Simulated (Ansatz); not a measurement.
## MoS: single-point calculation (part 1 of 2)

- system: MoS (F-43m, 4 atoms in the cell)
- method: DFT r2SCAN, scalar-relativistic, plane waves, PAW, spin-polarised (Ansatz 0.2.0)

The structure was built on a prototype by a generator; it need not be a known phase. It belongs to a series of runs on one base structure; here: antiferromagnetic, doubled cell, propagation vector (0, 0, 1/2). Figures and captions count atoms from 1; the log counts them from 0 in places.

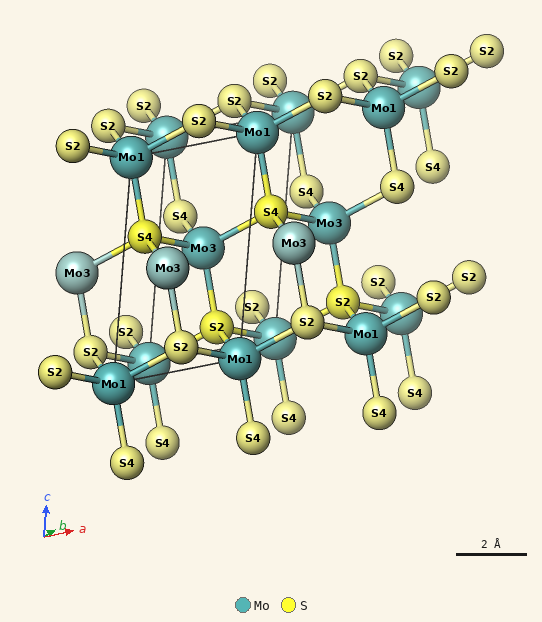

Fig. 1: The structure as given in the input (ball-and-stick view of the reduced cell, repeated 2 × 1 × 1, seen slightly off an axis; neighbours outside the cell are drawn fainter; atoms are numbered from 1 in the order of the input). An atom can appear more than once, as a periodic image. Near neighbours in the periodic cell (some may lie outside the picture): Mo has 4 S at 2.32 Å; S has 4 Mo at 2.32 Å.

### Input file
```yaml
crystal:
  lattice:
    - [0.0, 2.6776536121, 2.6776536121]
    - [2.6776536121, 0.0, 2.6776536121]
    - [5.3553072242, 5.3553072242, 0.0]
  atoms:
    - { symbol: Mo, position: [0.0, 0.0, 0.0], spin: 3.0 }
    - { symbol: S, position: [0.25, 0.25, 0.125] }
    - { symbol: Mo, position: [0.0, 0.0, 0.5], spin: -3.0 }
    - { symbol: S, position: [0.25, 0.25, 0.625] }
basis:
  ecutwfc: 500
  ecutrho_ratio: 4
kpoints:
  mp_grid: { grid: [12, 12, 6] }
hamiltonian:
  xc: r2scan
scf:
  occupations: { method: gaussian, width: 0.05 }
output:
  forces: true
  stress: true
  eigenvalues: true
  populations: true
  write_density: true
  write_potential: true
  elf: true
  volumetric_format: npy
magnetization:
  spin_polarized: true
```

Run on 2 threads of Arm Neoverse V2, 24 GiB of memory available, shared host.

Command:
```bash
ansatz run input.yaml --threads 2 --pin off --max-ram 2662MiB --backend cpu --events-out ev --progress --plain --runs-dir out
```

### The program's output
```
Engine: ansatz 0.2.0, aarch64-unknown-linux-gnu
Pseudopotentials: kind: paw
Pseudopotential: Mo, paw, valence charge 14, recommended cutoff 500 eV (meta_gga), Mo.paw.azcp
Pseudopotential: S, paw, valence charge 6, recommended cutoff 500 eV (meta_gga), S.paw.azcp
Functional definition: r2SCAN
  parameter k0 = 0.174
  parameter k1 = 0.065
  parameter a1 = 4.9479
  exchange = r2scan_x(k0 = k0, k1 = k1, a1 = a1)
  correlation = r2scan_c
Crystal: 4 atoms, lattice volume = 76.793 Å³
Basis set: ecut = 500 eV, 1919 PW (Γ), exchange–correlation on 120×120×240 points (64 copies of the dense FFT grid, shifted against one another)
Bands: 28, of which v1, the nominal top of the filled ones, is band 20 counted from 1 (19 counted from 0)
Symmetry: 6 space group operations
Space group: R3m (ITA 160), of the structure as read, at distance tolerance 4.3e-5 Å
Magnetic group: BNS 160.68 (UNI 1298), of the structure as read, at distance tolerance 4.3e-5 Å
k-points: 98 of 864 (time reversal used)
Non-local potential: Mo, projectors of the file, l = 0: 3, l = 1: 2, l = 2: 2, l = 3: 1
Non-local potential: S, projectors of the file, l = 0: 2, l = 1: 2, l = 2: 2
PAW form: soft (Blöchl's): semilocal exchange-correlation on the pseudo side does not see the compensation charge
PAW frozen core: Mo, regenerated for the run's functional (the file was generated under x = pbe(κ = 0.804, μ = 0.2195149727645171), c = pbe(β = 0.06672455060314922))
PAW frozen core: S, regenerated for the run's functional (the file was generated under x = pbe(κ = 0.804, μ = 0.2195149727645171), c = pbe(β = 0.06672455060314922))
PAW one-centre angular grid: Mo, 590 points (default); XC on 160 Gauss nodes
PAW one-centre angular grid: S, 302 points (default); XC on 160 Gauss nodes
Initial density: superposition of atomic densities (chi_scale 0.1, normalization cell)
Starting moments: Σ|m| = 6 μB on 2 of 4 sites
Starting magnetic order: antiferromagnet; a translation exchanges its spin sublattices: spin-degenerate at every k-point
Initial wavefunctions: pseudopotential atomic-orbital guess
Functional: x = r2scan, c = r2scan; τ floored in thin density (d = 2e-4 eV/Å³)
SCF iter   1: F=—  HF=-11747.449877 eV  |F-HF|=—  |Δ(HF+E_count)|=         —  Δρ=3.82e-2 (↑3.82e-2 ↓3.82e-2)  dr2=4.50e0  dr2_τ=9.58e-2  dr2_m=3.01e-1  M=0.000 μB ∫|m|=4.470 μB  β_m=0.30  ethr=3.10e-3  ⟨swp⟩=6.2  Hψ=12349  notcnv=0  defer=2
Mixer restart at iter 1: flushing history
preconditioner: auto → Kerker (q_TF=auto, 2.447 Å⁻¹)  [metal: Δε(μ)=0.018 eV  Ē_g=9.489 eV  σ=0.050 eV  W_gap=0.20  n_scr=22 (ndim 8)  ℏωp=20.8 eV  f_vac=0.000  D(μ)=2.45/eV (n_scr^D=22)]
spin=Collinear: Kerker preconditioning applied to the charge; magnetization (m = ρ↑ − ρ↓) channel mixes plain (no charge-response kernel on spin).
SCF iter   2: F=—  HF=-11746.918757 eV  |F-HF|=—  |Δ(HF+E_count)|=   5.31e-1  Δρ=2.75e-2 (↑2.75e-2 ↓2.75e-2)  dr2=2.00e0  dr2_τ=9.66e-3  dr2_m=1.82e-1  M=0.000 μB ∫|m|=4.330 μB  β_m=0.30  ethr=3.10e-3  ⟨swp⟩=2.8  Hψ=5136  notcnv=0  defer=186  κ⁻¹=1.0e0(r=1)
SCF iter   3: F=—  HF=-11746.663822 eV  |F-HF|=—  |Δ(HF+E_count)|=   2.55e-1  Δρ=1.14e-2 (↑1.14e-2 ↓1.14e-2)  dr2=1.07e-1  dr2_τ=3.15e-3  dr2_m=4.81e-2  M=0.000 μB ∫|m|=3.952 μB  β_m=0.30  ethr=3.10e-3  ⟨swp⟩=3.3  Hψ=5283  notcnv=0  defer=186  κ⁻¹=4.6e-2(r=2)
SCF iter   4: F=—  HF=-11746.976903 eV  |F-HF|=—  |Δ(HF+E_count)|=         —  Δρ=1.43e-2 (↑1.43e-2 ↓1.43e-2)  dr2=6.13e-2  dr2_τ=7.22e-3  dr2_m=1.17e-1  M=0.000 μB ∫|m|=3.294 μB  β_m=0.30  ethr=2.67e-4  ⟨swp⟩=2.1  Hψ=4162  notcnv=0  defer=186
Mixer restart at iter 4: flushing history
SCF iter   5: F=—  HF=-11747.013966 eV  |F-HF|=—  |Δ(HF+E_count)|=   3.71e-2  Δρ=1.15e-2 (↑1.15e-2 ↓1.15e-2)  dr2=3.95e-2  dr2_τ=8.78e-4  dr2_m=7.67e-2  M=0.000 μB ∫|m|=3.184 μB  β_m=0.30  ethr=1.53e-4  ⟨swp⟩=2.0  Hψ=3118  notcnv=0  defer=186  κ⁻¹=1.0e0(r=1)
SCF iter   6: F=—  HF=-11747.096947 eV  |F-HF|=—  |Δ(HF+E_count)|=   8.30e-2  Δρ=4.39e-3 (↑4.39e-3 ↓4.39e-3)  dr2=6.41e-3  dr2_τ=1.50e-4  dr2_m=1.16e-2  M=0.000 μB ∫|m|=2.804 μB  β_m=0.30  ethr=9.87e-5  ⟨swp⟩=2.1  Hψ=5211  notcnv=0  defer=186  κ⁻¹=6.1e-2(r=2)
SCF iter   7: F=—  HF=-11747.105557 eV  |F-HF|=—  |Δ(HF+E_count)|=   8.61e-3  Δρ=1.97e-3 (↑1.97e-3 ↓1.97e-3)  dr2=2.68e-3  dr2_τ=9.69e-5  dr2_m=1.65e-3  M=0.000 μB ∫|m|=2.581 μB  β_m=0.30  ethr=1.60e-5  ⟨swp⟩=2.1  Hψ=5907  notcnv=0  defer=180  κ⁻¹=4.2e-3(r=3)
SCF iter   8: F=—  HF=-11747.111929 eV  |F-HF|=—  |Δ(HF+E_count)|=   6.37e-3  Δρ=9.77e-4 (↑9.77e-4 ↓9.77e-4)  dr2=7.73e-4  dr2_τ=2.27e-5  dr2_m=3.90e-4  M=0.000 μB ∫|m|=2.453 μB  β_m=0.30  ethr=6.71e-6  ⟨swp⟩=2.0  Hψ=4792  notcnv=0  defer=180  κ⁻¹=7.5e-4(r=4)
SCF iter   9: F=—  HF=-11747.113938 eV  |F-HF|=—  |Δ(HF+E_count)|=   2.01e-3  Δρ=6.72e-4 (↑6.72e-4 ↓6.72e-4)  dr2=2.00e-4  dr2_τ=2.30e-5  dr2_m=2.73e-4  M=0.000 μB ∫|m|=2.436 μB  β_m=0.30  ethr=1.93e-6  ⟨swp⟩=2.0  Hψ=4517  notcnv=0  defer=180  κ⁻¹=3.3e-4(r=5)
SCF iter  10: F=—  HF=-11747.114424 eV  |F-HF|=—  |Δ(HF+E_count)|=   4.86e-4  Δρ=3.00e-4 (↑3.00e-4 ↓3.00e-4)  dr2=6.55e-5  dr2_τ=5.65e-6  dr2_m=4.95e-5  M=0.000 μB ∫|m|=2.388 μB  β_m=0.30  ethr=5.00e-7  ⟨swp⟩=2.0  Hψ=4721  notcnv=0  defer=180  κ⁻¹=1.3e-4(r=6)
SCF iter  11: F=—  HF=-11747.114501 eV  |F-HF|=—  |Δ(HF+E_count)|=   7.66e-5  Δρ=2.28e-4 (↑2.28e-4 ↓2.28e-4)  dr2=4.82e-5  dr2_τ=2.27e-6  dr2_m=2.64e-5  M=0.000 μB ∫|m|=2.375 μB  β_m=0.30  ethr=1.64e-7  ⟨swp⟩=2.0  Hψ=3739  notcnv=0  defer=180  κ⁻¹=1.4e-5(r=7)
SCF iter  12: F=—  HF=-11747.114664 eV  |F-HF|=—  |Δ(HF+E_count)|=   1.63e-4  Δρ=6.22e-5 (↑6.22e-5 ↓6.22e-5)  dr2=5.46e-6  dr2_τ=1.03e-7  dr2_m=1.67e-6  M=0.000 μB ∫|m|=2.351 μB  β_m=0.30  ethr=1.21e-7  ⟨swp⟩=2.0  Hψ=4732  notcnv=0  defer=180  κ⁻¹=8.6e-7(r=8)
SCF iter  13: F=—  HF=-11747.114669 eV  |F-HF|=—  |Δ(HF+E_count)|=   5.65e-6  Δρ=4.36e-5 (↑4.36e-5 ↓4.36e-5)  dr2=2.24e-6  dr2_τ=4.56e-8  dr2_m=7.39e-7  M=0.000 μB ∫|m|=2.346 μB  β_m=0.30  ethr=1.37e-8  ⟨swp⟩=2.0  Hψ=4611  notcnv=0  defer=180  κ⁻¹=8.5e-7(r=8)
SCF iter  14: F=—  HF=-11747.114672 eV  |F-HF|=—  |Δ(HF+E_count)|=   2.64e-6  Δρ=1.01e-5 (↑1.01e-5 ↓1.01e-5)  dr2=3.51e-7  dr2_τ=2.79e-9  dr2_m=1.65e-8  M=0.000 μB ∫|m|=2.349 μB  β_m=0.30  ethr=5.61e-9  ⟨swp⟩=2.0  Hψ=4711  notcnv=0  defer=180  κ⁻¹=4.9e-6(r=8)
SCF iter  15: F=—  HF=-11747.114672 eV  |F-HF|=—  |Δ(HF+E_count)|=   1.20e-7  Δρ=9.84e-6 (↑9.84e-6 ↓9.84e-6)  dr2=1.32e-7  dr2_τ=1.60e-9  dr2_m=4.43e-8  M=0.000 μB ∫|m|=2.349 μB  β_m=0.30  ethr=8.77e-10  ⟨swp⟩=2.1  Hψ=3838  notcnv=0  defer=180  κ⁻¹=6.0e-6(r=8)
SCF iter  16: F=—  HF=-11747.114672 eV  |F-HF|=—  |Δ(HF+E_count)|=   1.51e-7  Δρ=2.99e-6 (↑2.99e-6 ↓2.99e-6)  dr2=6.27e-9  dr2_τ=2.93e-10  dr2_m=3.00e-9  M=0.000 μB ∫|m|=2.349 μB  β_m=0.30  ethr=3.30e-10  ⟨swp⟩=2.0  Hψ=4703  notcnv=0  defer=180  κ⁻¹=1.5e-6(r=8)
SCF iter  17: F=-11747.114672 eV  HF=-11747.114672 eV  |F-HF|=3.27e-10  |Δ(HF+E_count)|=   8.77e-9  Δρ=2.16e-6 (↑2.16e-6 ↓2.16e-6)  dr2=7.38e-9  dr2_τ=2.02e-10  dr2_m=9.14e-10  M=0.000 μB ∫|m|=2.349 μB  ethr=1.57e-11  ⟨swp⟩=11.5  Hψ=16373  notcnv=0
SCF 1 converged in 17 iterations: F = -11747.114672 eV  dr2 = 7.38e-9
  greatest PAW one-centre occupation: 0.997 electrons in one spin orbital (limit 2), on the Mo atom at site 2 (counted from 0), in its partial waves of l = 0
Initial density: read from a saved state, or passed on in memory by an earlier SCF of this step, an earlier step, the calling program or the single point that the run made first
Starting moments: Σ|m| = 6 μB on 2 of 4 sites; this step starts from the density that it was given
Initial wavefunctions: those read from a saved state, or passed on in memory by an earlier step or the calling program
the translation (0, 0, 0.5) carries every atom to within crystal.symmetry.tolerance of an atom of its element with the starting moment reversed, but both spin channels are solved: the run starts from a saved state that isn't shown to keep it, or this solve from the single point that its walk made first
iter 1 solved again at ethr=1.84e-11 eV; its pass at ethr=2.50e-6 eV (dr2=7.38e-9 eV) is discarded
SCF iter   1: F=—  HF=-11747.114672 eV  |F-HF|=—  |Δ(HF+E_count)|=         —  Δρ=2.16e-6 (↑2.16e-6 ↓2.16e-6)  dr2=7.38e-9  dr2_τ=2.02e-10  dr2_m=9.14e-10  M=0.000 μB ∫|m|=2.349 μB  ethr=1.84e-11  ⟨swp⟩=1.0  Hψ=26982  notcnv=0
preconditioner: auto → Kerker (q_TF=auto, 2.447 Å⁻¹)  [metal: Δε(μ)=0.006 eV  Ē_g=8.765 eV  σ=0.050 eV  W_gap=0.07  n_scr=22 (ndim 8)  ℏωp=20.8 eV  f_vac=0.000  D(μ)=3.64/eV (n_scr^D=28)]
spin=Collinear: Kerker preconditioning applied to the charge; magnetization (m = ρ↑ − ρ↓) channel mixes plain (no charge-response kernel on spin).
SCF iter   2: F=—  HF=-11747.085542 eV  |F-HF|=—  |Δ(HF+E_count)|=   2.91e-2  Δρ=2.48e-3 (↑2.48e-3 ↓2.48e-3)  dr2=2.18e-3  dr2_τ=7.44e-4  dr2_m=4.02e-3  M=0.000 μB ∫|m|=1.315 μB  ethr=2.50e-6  ⟨swp⟩=1.0  Hψ=27920  notcnv=0
SCF iter   3: F=—  HF=-11747.114402 eV  |F-HF|=—  |Δ(HF+E_count)|=   2.89e-2  Δρ=2.69e-4 (↑2.69e-4 ↓2.69e-4)  dr2=7.41e-6  dr2_τ=2.90e-6  dr2_m=4.76e-5  M=0.000 μB ∫|m|=2.303 μB  ethr=2.50e-6  ⟨swp⟩=1.0  Hψ=16744  notcnv=0
an SCF towards the filling of the open d shells in which the orbitals that avoid the neighbouring atoms hold both spins ahead of the others, with the run's symmetry operations kept and the antiferromagnet's anti-translation given up, reached no lower state that the run goes on to. This is no proof of a minimum
the translation (0, 0, 0.5) carries every atom to within crystal.symmetry.tolerance of an atom of its element with the starting moment reversed, but both spin channels are solved: the run starts from a saved state that isn't shown to keep it, or this solve from the single point that its walk made first
iter 1 solved again at ethr=1.84e-11 eV; its pass at ethr=2.50e-6 eV (dr2=7.38e-9 eV) is discarded
```
